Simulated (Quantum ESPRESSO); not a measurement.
GaN: single-point calculation

GaN (P6₃mc, 4 atoms in the cell), computed with Kohn-Sham DFT of a periodic cell, PBE, SG15 PBE 1.2, no spin polarisation (Quantum ESPRESSO 7.5).

The structure derives from an entry of the Crystallography Open Database.

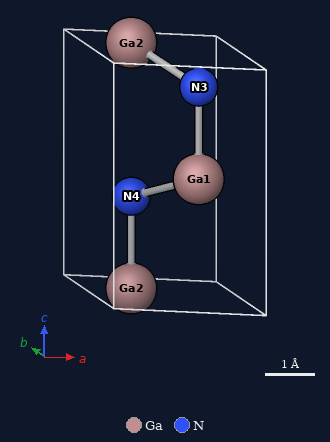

*The input geometry (ball-and-stick view of the cell of the calculation, seen slightly off an axis; atoms are numbered from 1 in the order of the input).*

## Input file
```
&CONTROL
  calculation = 'scf'
  prefix = 'pwscf'
  outdir = './tmp'
  pseudo_dir = './pseudo'
  tprnfor = .true.
  tstress = .true.
  disk_io = 'nowf'
/
&SYSTEM
  ibrav = 0
  nat = 4
  ntyp = 2
  ecutwfc = 70
  nbnd = 26
  occupations = 'smearing'
  smearing = 'fd'
  degauss = 0.00367493
/
&ELECTRONS
  conv_thr = 8d-10
  electron_maxstep = 120
  mixing_beta = 0.5
/
ATOMIC_SPECIES
Ga    69.7230 Ga_ONCV_PBE-1.2.upf
N     14.0070 N_ONCV_PBE-1.2.upf
CELL_PARAMETERS angstrom
   3.1800000000    0.0000000000    0.0000000000
  -1.5900000000    2.7539607840    0.0000000000
   0.0000000000    0.0000000000    5.1660000000
ATOMIC_POSITIONS crystal
Ga     0.6666666667    0.3333333333    0.5000000000
Ga     0.3333333333    0.6666666667    0.0000000000
N      0.6666666667    0.3333333333    0.8750000000
N      0.3333333333    0.6666666667    0.3750000000
K_POINTS automatic
6 6 4 0 0 0
```

Hardware: 2 threads of Arm Neoverse V2, 24 GiB of memory available, shared host.

Command:
```bash
OMP_NUM_THREADS=2 pw.x -in pw.in > pw.out
```

## Output
```
This program is part of the open-source Quantum ESPRESSO suite
     for quantum simulation of materials; please cite
         "P. Giannozzi et al., J. Phys.:Condens. Matter 21 395502 (2009);
         "P. Giannozzi et al., J. Phys.:Condens. Matter 29 465901 (2017);
         "P. Giannozzi et al., J. Chem. Phys. 152 154105 (2020);
          URL
     in publications or presentations arising from this work. More details at

     Message from routine setup:
     using ibrav=0 with symmetry is DISCOURAGED, use correct ibrav instead

     G-vector sticks info
     --------------------
     sticks:   dense  smooth     PW     G-vecs:    dense   smooth      PW
     Sum         691     691    211                24141    24141    3971

     Using Slab Decomposition

     bravais-lattice index     =            0
     lattice parameter (alat)  =       6.0093  a.u.
     unit-cell volume          =     305.3064 (a.u.)^3
     number of atoms/cell      =            4
     number of atomic types    =            2
     number of electrons       =        36.00
     number of Kohn-Sham states=           26
     kinetic-energy cutoff     =      70.0000  Ry
     charge density cutoff     =     280.0000  Ry
     scf convergence threshold =      8.0E-10
     mixing beta               =       0.5000
     number of iterations used =            8  plain     mixing
     Exchange-correlation= PBE
                           (   1   4   3   4   0   0   0)

     celldm(1)=   6.009329  celldm(2)=   0.000000  celldm(3)=   0.000000
     celldm(4)=   0.000000  celldm(5)=   0.000000  celldm(6)=   0.000000

     crystal axes: (cart. coord. in units of alat)
               a(1) = (   1.000000   0.000000   0.000000 )
               a(2) = (  -0.500000   0.866025   0.000000 )
               a(3) = (   0.000000   0.000000   1.624528 )

     reciprocal axes: (cart. coord. in units 2 pi/alat)
               b(1) = (  1.000000  0.577350 -0.000000 )
               b(2) = (  0.000000  1.154701  0.000000 )
               b(3) = (  0.000000 -0.000000  0.615563 )

     PseudoPot. # 1 for Ga read from file:
     Ga_ONCV_PBE-1.2.upf
     Pseudo is Norm-conserving, Zval = 13.0
     Generated using ONCVPSP code by D. R. Hamann
     Using radial grid of  602 points,  6 beta functions with:
                l(1) =   0
                l(2) =   0
                l(3) =   1
                l(4) =   1
                l(5) =   2
                l(6) =   2

     PseudoPot. # 2 for N  read from file:
     N_ONCV_PBE-1.2.upf
     Pseudo is Norm-conserving, Zval =  5.0
     Generated using ONCVPSP code by D. R. Hamann
     Using radial grid of  602 points,  4 beta functions with:
                l(1) =   0
                l(2) =   0
                l(3) =   1
                l(4) =   1

     atomic species   valence    mass     pseudopotential
     Ga               13.00    69.72300     Ga( 1.00)
     N                 5.00    14.00700     N ( 1.00)

     12 Sym. Ops. (no inversion) found ( 6 have fractional translation)

   Cartesian axes

     site n.     atom                  positions (alat units)
         1        Ga     tau(   1) = (   0.5000000   0.2886751   0.8122642  )
         2        Ga     tau(   2) = (  -0.0000000   0.5773503   0.0000000  )
         3        N      tau(   3) = (   0.5000000   0.2886751   1.4214623  )
         4        N      tau(   4) = (  -0.0000000   0.5773503   0.6091981  )

     number of k points=    21  Fermi-Dirac smearing, width (Ry)=  0.0037
                       cart. coord. in units 2pi/alat
        k(    1) = (   0.0000000   0.0000000   0.0000000), wk =   0.0138889
        k(    2) = (   0.0000000   0.0000000   0.1538908), wk =   0.0277778
        k(    3) = (   0.0000000   0.0000000  -0.3077816), wk =   0.0138889
        k(    4) = (   0.0000000   0.1924501   0.0000000), wk =   0.0833333
        k(    5) = (   0.0000000   0.1924501   0.1538908), wk =   0.1666667
        k(    6) = (   0.0000000   0.1924501  -0.3077816), wk =   0.0833333
        k(    7) = (   0.0000000   0.3849002   0.0000000), wk =   0.0833333
        k(    8) = (   0.0000000   0.3849002   0.1538908), wk =   0.1666667
        k(    9) = (   0.0000000   0.3849002  -0.3077816), wk =   0.0833333
        k(   10) = (   0.0000000  -0.5773503   0.0000000), wk =   0.0416667
        k(   11) = (   0.0000000  -0.5773503   0.1538908), wk =   0.0833333
        k(   12) = (   0.0000000  -0.5773503  -0.3077816), wk =   0.0416667
        k(   13) = (   0.1666667   0.2886751   0.0000000), wk =   0.0833333
        k(   14) = (   0.1666667   0.2886751   0.1538908), wk =   0.1666667
        k(   15) = (   0.1666667   0.2886751  -0.3077816), wk =   0.0833333
        k(   16) = (   0.1666667   0.4811252   0.0000000), wk =   0.1666667
        k(   17) = (   0.1666667   0.4811252   0.1538908), wk =   0.3333333
        k(   18) = (   0.1666667   0.4811252  -0.3077816), wk =   0.1666667
        k(   19) = (   0.3333333   0.5773503   0.0000000), wk =   0.0277778
        k(   20) = (   0.3333333   0.5773503   0.1538908), wk =   0.0555556
        k(   21) = (   0.3333333   0.5773503  -0.3077816), wk =   0.0277778

     Dense  grid:    24141 G-vectors     FFT dimensions: (  36,  36,  54)

     Initial potential from superposition of free atoms

     starting charge      35.8431, renormalised to      36.0000
     Starting wfcs are random

     Self-consistent Calculation

     iteration #  1     ecut=    70.00 Ry     beta= 0.50
     Davidson diagonalization with overlap
     ethr =  1.00E-02,  avg # of iterations = 11.4

     total energy              =    -302.16747620 Ry
     estimated scf accuracy    <       1.04924542 Ry

     iteration #  2     ecut=    70.00 Ry     beta= 0.50
     Davidson diagonalization with overlap
     ethr =  2.91E-03,  avg # of iterations =  2.0

     total energy              =    -302.48954418 Ry
     estimated scf accuracy    <       0.19154607 Ry

     iteration #  3     ecut=    70.00 Ry     beta= 0.50
     Davidson diagonalization with overlap
     ethr =  5.32E-04,  avg # of iterations =  2.0

     total energy              =    -302.52204248 Ry
     estimated scf accuracy    <       0.00741360 Ry

     iteration #  4     ecut=    70.00 Ry     beta= 0.50
     Davidson diagonalization with overlap
     ethr =  2.06E-05,  avg # of iterations =  3.8

     total energy              =    -302.52264070 Ry
     estimated scf accuracy    <       0.00036887 Ry

     iteration #  5     ecut=    70.00 Ry     beta= 0.50
     Davidson diagonalization with overlap
     ethr =  1.02E-06,  avg # of iterations =  3.8

     total energy              =    -302.52272379 Ry
     estimated scf accuracy    <       0.00000674 Ry

     iteration #  6     ecut=    70.00 Ry     beta= 0.50
     Davidson diagonalization with overlap
     ethr =  1.87E-08,  avg # of iterations =  3.2

     total energy              =    -302.52272687 Ry
     estimated scf accuracy    <       0.00000235 Ry

     iteration #  7     ecut=    70.00 Ry     beta= 0.50
     Davidson diagonalization with overlap
     ethr =  6.53E-09,  avg # of iterations =  2.0

     total energy              =    -302.52272730 Ry
     estimated scf accuracy    <       0.00000002 Ry

     iteration #  8     ecut=    70.00 Ry     beta= 0.50
     Davidson diagonalization with overlap
     ethr =  4.81E-11,  avg # of iterations =  3.9

     total energy              =    -302.52272731 Ry
     estimated scf accuracy    <       0.00000002 Ry

     iteration #  9     ecut=    70.00 Ry     beta= 0.50
     Davidson diagonalization with overlap
     ethr =  4.81E-11,  avg # of iterations =  2.0

     End of self-consistent calculation

          k = 0.0000 0.0000 0.0000 (  3013 PWs)   bands (ev):

    -5.1373  -4.2362  -2.6811  -2.6608  -2.6608  -2.5977  -2.5977  -2.4099
    -2.4099  -2.3103  -2.3103  -1.0086   3.7645   9.8332   9.8332  10.8300
    10.8907  10.8907  12.9154  15.2372  20.1623  20.8578  20.8578  21.7897
    22.7028  22.7028

          k = 0.0000 0.0000 0.1539 (  2966 PWs)   bands (ev):

    -4.9596  -4.3044  -2.6567  -2.6567  -2.6229  -2.6118  -2.6118  -2.3900
    -2.3900  -2.3196  -2.3196  -1.5773   4.8352   9.3490   9.9818   9.9818
    10.7293  10.7293  14.0909  15.3443  19.7773  20.5705  20.9433  20.9433
    22.1831  22.1831

          k = 0.0000 0.0000-0.3078 (  2990 PWs)   bands (ev):

    -4.5726  -4.5726  -2.6394  -2.6394  -2.6394  -2.6394  -2.3504  -2.3504
    -2.3504  -2.3504  -2.3182  -2.3182   7.0279   7.0279  10.3486  10.3486
    10.3486  10.3486  15.2278  15.2278  19.4688  19.4688  21.3774  21.3774
    21.3774  21.3774

          k = 0.0000 0.1925 0.0000 (  3002 PWs)   bands (ev):

    -4.8840  -4.1791  -2.6474  -2.6268  -2.5835  -2.5473  -2.5472  -2.4313
    -2.4086  -2.3465  -2.3044  -0.8192   4.1527   8.1535   9.1815   9.3226
    10.5404  10.6534  14.4211  16.5097  19.1123  19.8744  21.4388  21.4412
    22.4196  23.2048

          k = 0.0000 0.1925 0.1539 (  3004 PWs)   bands (ev):

    -4.7320  -4.2250  -2.6389  -2.6189  -2.5897  -2.5625  -2.5218  -2.3933
    -2.3903  -2.3461  -2.3168  -1.3483   5.0793   8.2831   8.6108   9.5012
    10.1741  10.4396  14.9912  16.5809  18.8199  19.4945  20.9026  21.5626
    21.8386  22.7737

          k = 0.0000 0.1925-0.3078 (  3012 PWs)   bands (ev):

    -4.4205  -4.4205  -2.6142  -2.6142  -2.5945  -2.5945  -2.4345  -2.4345
    -2.3509  -2.3509  -2.0733  -2.0733   6.8638   6.8638   9.2394   9.2394
     9.9529   9.9529  16.1238  16.1238  18.7020  18.7020  21.1331  21.1331
    22.0356  22.0356

          k = 0.0000 0.3849 0.0000 (  3024 PWs)   bands (ev):

    -4.4266  -4.1038  -2.6101  -2.5915  -2.5132  -2.4495  -2.4480  -2.4126
    -2.3646  -2.2937  -1.9776  -0.4484   4.9004   5.9674   6.9942   8.4858
     9.5891  10.1527  15.8417  16.7009  17.6549  19.4038  21.2989  21.5577
    22.5762  24.2905

          k = 0.0000 0.3849 0.1539 (  3017 PWs)   bands (ev):

    -4.3422  -4.1151  -2.6183  -2.5693  -2.5454  -2.4663  -2.4486  -2.3962
    -2.3571  -2.3075  -1.8571  -0.8144   4.9100   6.1855   7.1804   8.7012
     9.6940   9.8720  15.3840  16.6670  18.1533  19.1469  20.9661  21.9562
    21.9793  23.8980

          k = 0.0000 0.3849-0.3078 (  3020 PWs)   bands (ev):

    -4.1904  -4.1904  -2.6023  -2.6023  -2.5161  -2.5161  -2.4145  -2.4145
    -2.3355  -2.3355  -1.4506  -1.4506   5.4002   5.4002   8.7877   8.7877
     9.2550   9.2550  15.8289  15.8289  18.7772  18.7772  20.9487  20.9487
    22.9500  22.9500

          k = 0.0000-0.5774 0.0000 (  3026 PWs)   bands (ev):

    -4.2537  -4.0836  -2.6136  -2.5894  -2.4947  -2.4506  -2.4031  -2.3967
    -2.3208  -2.2850  -1.1333  -0.5765   4.4189   5.6121   6.6294   8.1214
     8.6366   9.9078  15.9968  16.5378  16.9913  19.5817  21.3141  21.3526
    23.4162  24.3757

          k = 0.0000-0.5774 0.1539 (  3022 PWs)   bands (ev):

    -4.2028  -4.0826  -2.6265  -2.5603  -2.5378  -2.4540  -2.4250  -2.3557
    -2.3193  -2.2974  -1.0754  -0.6737   4.1444   5.0076   7.5631   8.3500
     9.1720   9.6030  15.2613  16.0356  18.5289  18.8201  21.2701  21.7773
    21.8711  24.4622

          k = 0.0000-0.5774-0.3078 (  3020 PWs)   bands (ev):

    -4.1159  -4.1159  -2.6162  -2.6162  -2.4899  -2.4899  -2.3799  -2.3799
    -2.3132  -2.3132  -0.8974  -0.8974   4.2619   4.2619   8.9397   8.9397
     8.9722   8.9722  15.3530  15.3530  18.7593  18.7593  20.9422  20.9422
    23.1774  23.1774

          k = 0.1667 0.2887 0.0000 (  3010 PWs)   bands (ev):

    -4.5285  -4.1184  -2.6155  -2.5920  -2.5239  -2.4997  -2.4505  -2.3897
    -2.3782  -2.3306  -2.1645  -0.5176   4.7989   6.8174   7.2143   8.4811
     9.8761   9.9596  15.9167  17.8420  18.2122  18.6007  21.0229  21.2279
    22.0041  24.3167

          k = 0.1667 0.2887 0.1539 (  3030 PWs)   bands (ev):

    -4.4261  -4.1365  -2.5983  -2.5951  -2.5384  -2.5247  -2.4291  -2.4236
    -2.3556  -2.3390  -2.0528  -0.9495   5.2277   6.8808   7.4431   8.4346
     9.5643   9.9519  15.9304  17.5952  18.2323  18.7691  20.5748  21.1228
    22.1164  23.6131

          k = 0.1667 0.2887-0.3078 (  3016 PWs)   bands (ev):

    -4.2364  -4.2364  -2.5781  -2.5781  -2.5505  -2.5505  -2.4451  -2.4451
    -2.3405  -2.3405  -1.6455  -1.6455   6.0443   6.0443   8.7567   8.7567
     9.0722   9.0722  16.6264  16.6264  18.6242  18.6242  20.5759  20.5759
    22.7336  22.7336

          k = 0.1667 0.4811 0.0000 (  3017 PWs)   bands (ev):

    -4.2419  -4.0886  -2.6369  -2.5536  -2.4650  -2.4502  -2.4288  -2.4078
    -2.3465  -2.3109  -1.3015  -0.3631   4.8605   5.8241   6.6642   7.2367
     8.8475   9.1220  16.7212  17.3224  17.7394  19.3198  20.6429  21.3733
    22.6769  24.4918

          k = 0.1667 0.4811 0.1539 (  3020 PWs)   bands (ev):

    -4.1922  -4.0847  -2.6062  -2.5711  -2.5166  -2.4519  -2.4296  -2.3868
    -2.3384  -2.3284  -1.2042  -0.5392   4.5897   5.3885   7.1056   7.8794
     8.6792   9.3753  16.2103  17.4063  18.1938  19.0911  20.3898  20.6746
    22.8630  24.2451

          k = 0.1667 0.4811-0.3078 (  3030 PWs)   bands (ev):

    -4.1108  -4.1108  -2.5811  -2.5811  -2.5100  -2.5100  -2.4076  -2.4076
    -2.3310  -2.3310  -0.9133  -0.9133   4.7215   4.7215   7.8195   7.8195
     9.2182   9.2182  16.3917  16.3917  19.0559  19.0559  20.0652  20.0652
    23.4112  23.4112

          k = 0.3333 0.5774 0.0000 (  3006 PWs)   bands (ev):

    -4.1229  -4.1229  -2.6660  -2.4574  -2.4574  -2.4397  -2.4245  -2.4245
    -2.3781  -2.3288  -0.5849  -0.5849   5.5524   5.5524   5.5679   7.8590
     7.8590   8.1829  16.0476  18.7937  18.7937  19.3339  20.8380  20.8380
    23.5757  23.5757

          k = 0.3333 0.5774 0.1539 (  3027 PWs)   bands (ev):

    -4.1000  -4.1000  -2.6256  -2.5115  -2.5115  -2.4485  -2.3839  -2.3839
    -2.3827  -2.3659  -0.5785  -0.5785   5.0542   5.0542   5.8690   7.6717
     8.6721   8.6721  16.8073  18.1841  18.1841  19.1175  20.2248  20.2248
    24.0919  24.5480

          k = 0.3333 0.5774-0.3078 (  3042 PWs)   bands (ev):

    -4.0764  -4.0764  -2.5445  -2.5445  -2.5260  -2.5260  -2.3901  -2.3901
    -2.3649  -2.3649  -0.5720  -0.5720   4.7047   4.7047   6.6768   6.6768
     9.3916   9.3916  17.4201  17.4201  18.2392  18.2392  20.0159  20.0159
    24.9657  24.9657

     the Fermi energy is    11.9796 ev

!    total energy              =    -302.52272731 Ry
     estimated scf accuracy    <          9.8E-11 Ry
     smearing contrib. (-TS)   =      -0.00000000 Ry
     internal energy E=F+TS    =    -302.52272731 Ry

     The total energy is F=E-TS. E is the sum of the following terms:
     one-electron contribution =    -106.62221914 Ry
     hartree contribution      =      84.69767185 Ry
     xc contribution           =     -46.59123165 Ry
     ewald contribution        =    -234.00694837 Ry

     convergence has been achieved in   9 iterations

     Forces acting on atoms (cartesian axes, Ry/au):

     atom    1 type  1   force =     0.00000000   -0.00000000   -0.00572074
     atom    2 type  1   force =     0.00000000    0.00000000   -0.00572074
     atom    3 type  2   force =     0.00000000    0.00000000    0.00572074
     atom    4 type  2   force =     0.00000000    0.00000000    0.00572074

     Total force =     0.011441     Total SCF correction =     0.000001

     Computing stress (Cartesian axis) and pressure

          total   stress  (Ry/bohr**3)                   (kbar)     P=       51.41
   0.00030488   0.00000000   0.00000000           44.85        0.00        0.00
   0.00000000   0.00030488   0.00000000            0.00       44.85        0.00
   0.00000000   0.00000000   0.00043868            0.00        0.00       64.53

=------------------------------------------------------------------------------=
   JOB DONE.
=------------------------------------------------------------------------------=
```

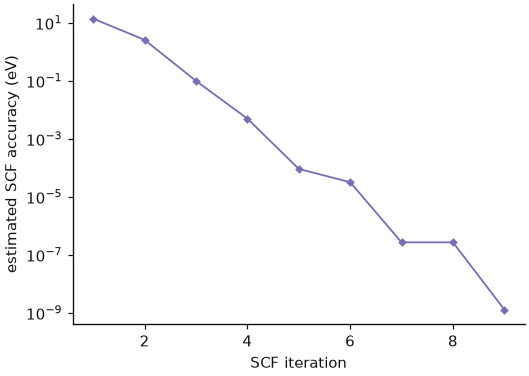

*Convergence of the self-consistent field: estimated SCF accuracy against the iteration.*

The field takes 9 iterations in all.

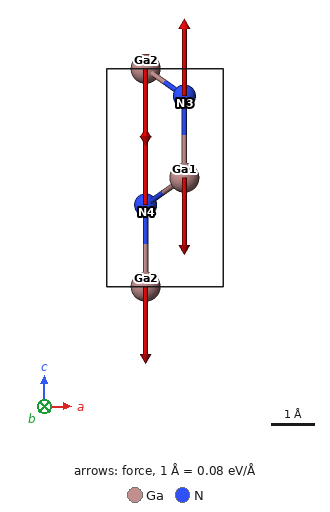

*Forces on the atoms as red arrows (ball-and-stick view of the cell of the calculation, along the b axis; atoms are numbered from 1 in the order of the input).*

The largest act on N3, N4 (0.15 eV/Å); Ga1, Ga2 (0.15 eV/Å). The geometry is not a stationary point of this energy.

## Results in brief

```csv
quantity,value
outcome,converged
space group (tolerance 0.01 Å),P6₃mc (186)
electrons treated,36
free energy,−4116.0314 eV
Fermi energy,11.980 eV
gap on the k-point mesh,2.02 eV
pressure,5.14 GPa
largest force (length of the vector),0.147 eV/Å
wall time,43 s (CPU time 85 s)
peak memory,0.07 GiB
```

## Notes

The cell is under a pressure of 5.1 GPa at this level, so it is not at its equilibrium volume.
